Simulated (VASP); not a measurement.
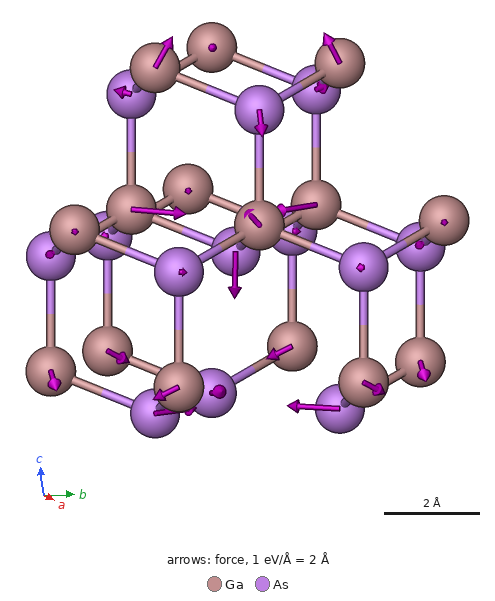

Starting geometry of a defect cell of composition Ga11As12 with the computed forces as purple arrows. Style: ball-and-stick. Shown: the atoms within 5.0 Å of the atom that moves most (axes of the conventional cell (2 times the calculation's cell) (origin shifted)), slightly off an axis. Lengths and directions refer to the drawn axes.

The run lets the atoms move in a fixed cell.

Method: VASP, Kohn-Sham DFT of a periodic cell, PBEsol, VASP PAW PBE potentials, recommended.

Input file:
```
PREC     = Accurate       # precision mode
ENCUT    = 350            # plane-wave cutoff, eV
EDIFF    = 1E-5           # SCF threshold, eV
ISMEAR   = 0              # smearing method
SIGMA    = 0.03           # smearing width, eV
LREAL    = Auto         
LASPH    = True           # aspherical terms in the spheres
NELM     = 120            # most SCF steps
ALGO     = Normal         # electronic algorithm
ISIF     = 2              # what is computed and relaxed
LWAVE    = False          # write WAVECAR
LCHARG   = False          # write CHGCAR
ISPIN    = 2              # spin polarisation
MAGMOM   = 0 0 0 0 0 0 0 0 0 0 0 0.5 0.5 0.5 0 0 0 0 0 0.5 0 0 0 # initial moments
LORBIT   = 11             # projections on sites
GGA      = PS             # functional
IBRION   = 2              # ionic algorithm
NSW      = 40             # ionic steps
EDIFFG   = -0.03          # ionic threshold
NELECT   = 204.0        
KPAR     = 2
```

Launched with:
```bash
cat potpaw_PBE.64/Ga_d/POTCAR potpaw_PBE.64/As/POTCAR > POTCAR
mpirun -np 4 vasp_std > vasp.out
```

Q: Is this structure relaxed? If not, where do the atoms go?

A: It isn't relaxed: the largest force vector, on Ga atoms, is 0.61 eV/Å. The final displacements follow the starting forces only in part (cosine between the two patterns 0.84). After 13 geometry steps the energy has fallen by 0.397 eV per cell of the calculation. Largest force component: 0.48 eV/Å at the start, 0.021 eV/Å at the end. The largest move is that of an As atom, 0.32 Å along [−1 0 −2]. Largest moves by element: As 0.32 Å, Ga 0.11 Å. The cell doesn't change. Near-neighbour distances that change, for instance: As–Ga 2.448 → 2.483 Å, As–Ga 2.448 → 2.460 Å. Among the angles between lasting bonds that change: As–Ga–As 109.5° → 119.2°, Ga–As–Ga 109.5° → 101.3°, Ga–As–Ga 109.5° → 101.7°.

Limits of the set-up: the periodic images lie only 8.0 Å apart, so the values are limited by the cell's size.
